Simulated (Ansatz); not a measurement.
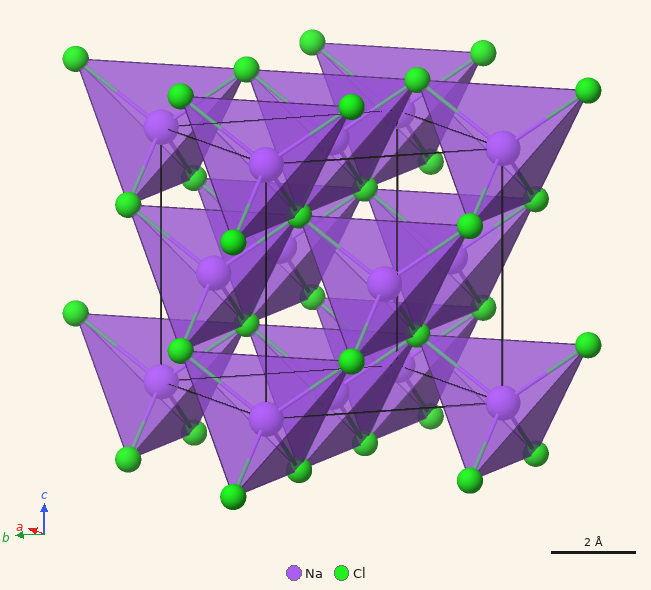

The crystal in a polyhedral representation, seen from a general direction. Lines trace the edges of the drawn cell (a repeat of the simulation cell). A few atoms beyond the faces are included.

NaCl, a = 6.17 Å, b = 6.17 Å, c = 6.17 Å, α = 90.00°, β = 90.00°, γ = 89.36°.

Calculation details: DFT, r2SCAN, plane waves, PAW (Ansatz); 500 eV cutoff, k-points about 0.22 Å⁻¹ apart, no spin polarisation.

### Classify it as metallic or gapped, with the value.

An insulator at this level, with a gap of 5.54 eV, direct.

### What is the pressure at this volume?

The computed pressure is 0.0 GPa, close to zero.

Starting structure: a structure type filled with these elements by a generator (whether the compound takes this form wasn't checked). The cell was then strained or its atoms displaced on purpose. Ansatz was used for an electronic-structure calculation on it.
